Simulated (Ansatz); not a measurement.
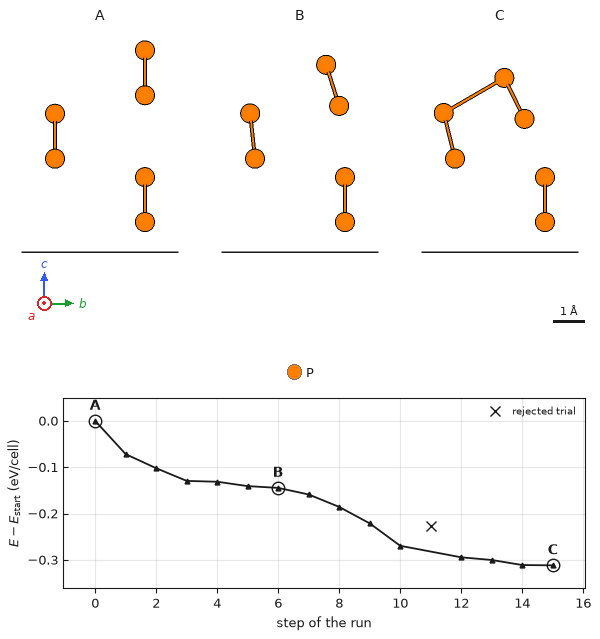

Frames of a constrained relaxation of a slab of composition P (cut from the Cmce phase), marked on the history of the run. A ball-and-stick model of the 2 × 1 repeat of the cell, outlined in the plane, without the vacuum, seen along the a axis.

Case: clean slab, lower half held. The slab is the (0 0 1) face of P. 3 atoms are held fixed.

These are results of Ansatz 0.2.0, DFT PBEsol, scalar-relativistic, plane waves, PAW, not measurements.

The input:
```yaml
crystal:
  lattice:
    - [3.3174142224, 0.0, 0.0]
    - [-1.6587071112, 5.145356032, 0.0]
    - [0.0, 0.0, 22.684028822]
  atoms:
    - { symbol: P, position: [0.8947174896, 0.7894349792, 0.3747129783] }
    - { symbol: P, position: [0.3947174896, 0.7894349792, 0.440259368] }
    - { symbol: P, position: [0.6052825104, 0.2105650208, 0.4672268052] }
    - { symbol: P, position: [0.1052825104, 0.2105650208, 0.5327731948] }
    - { symbol: P, position: [0.8947174896, 0.7894349792, 0.559740632] }
    - { symbol: P, position: [0.3947174896, 0.7894349792, 0.6252870217] }
basis:
  ecutwfc: 420
kpoints:
  mp_grid: { grid: [9, 6, 1] }
hamiltonian:
  xc: pbesol
scf:
  occupations: { method: gaussian, width: 0.1 }
output:
  forces: true
  eigenvalues: true
  write_density: true
  write_potential: true
  elf: true
  volumetric_format: npy
relax:
  adjacent_minimum: "off"
  f_tol: 0.03
  max_steps: 70
  constraints: [{ sites: [0, 1, 2] }]
efield:
  axis: 3
  dipole_correction: true
  ramp_width: 0.04
```

Launched with:
```bash
ansatz run input.yaml --threads 1 --pin off --max-ram 2560MiB --backend cpu --events-out ev --progress --plain --runs-dir out
```

Q: What happens along the run?

A: The largest move is that of P6, 1.63 Å at 56° to the normal (−c side). The cell stays as it was. Among the contacts that change: P4–P6 3.644 → 2.317 Å, P3–P5 3.644 → 2.651 Å, P2–P5 3.178 → 2.630 Å, P4–P5 2.252 → 2.479 Å. Among the angles between lasting bonds that change: P2–P3–P4 100.4° → 91.3°, P4–P5–P6 100.4° → 104.5°, P3–P4–P5 100.4° → 96.4°. After 14 accepted moves (15 points after the start) the energy has fallen by 0.312 eV per cell of the calculation. The largest force component goes from 1.1 to 0.022 eV/Å. The line search rejected the trial step at point 11 of the run. The run took 6 min on 1 thread of Arm Neoverse V2 (shared host), peak memory 0.56 GiB. From step 0 to 6: P6 moves most (0.79 Å), energy −0.145 eV per cell of the calculation. From step 6 to 15: P6 moves most (0.84 Å), energy −0.167 eV per cell of the calculation.
